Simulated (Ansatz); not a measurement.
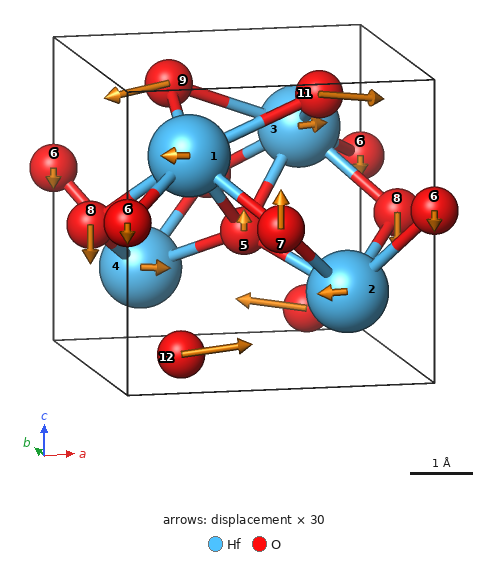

A relaxation of crystalline HfO$_{2}$ (built on the database structure type). The starting structure is drawn; orange arrows show the displacements (the part carried along by the change of the cell is left out), magnified 30 times.

A ball-and-stick model of the cell of the calculation, seen slightly off an axis.

These are results of DFT, r2SCAN, plane waves, PAW (Ansatz), not measurements. Set-up: plane-wave cutoff 500 eV; k-point mesh 6 × 6 × 6; occupations fermi dirac; smearing width 0.02 eV; no spin polarisation; cell and atoms relaxed; force threshold 0.005 eV/Å.

Question: What happened in the run?

Answer: After 9 accepted moves (10 points after the start) the energy has fallen by 5.2 meV per atom. The largest force component goes from 0.097 to 0.0049 eV/Å. The pressure goes from −5.93 to 0.00 GPa. At 1 point the geometry stayed and the basis and grid were re-selected for the new cell (energy shift of 0.2 meV per atom at most each time). The largest moves relative to the cell, 0.039 Å, are those of O atoms. By element the largest moves are O 0.039 Å, Hf 0.017 Å. The volume changes by −2.6 %, with a 5.094 → 5.007 Å (−1.7 %), b 5.276 → 5.251 Å (−0.5 %), c 4.980 → 4.959 Å (−0.4 %). Among the contacts that change: Hf–Hf 3.429 → 3.391 Å, Hf–O 2.174 → 2.146 Å, Hf–O 2.143 → 2.123 Å, Hf–O 2.105 → 2.086 Å. Among the angles between lasting bonds that change: Hf–O–Hf 114.0° → 112.0°. The space group stays P2_12_12 (No. 18). The run took 56 s on 1 × NVIDIA H100 80GB HBM3 with 2 threads of AMD EPYC 7R13 Processor (Zen 3), on a shared host, peak memory 1.4 GiB.
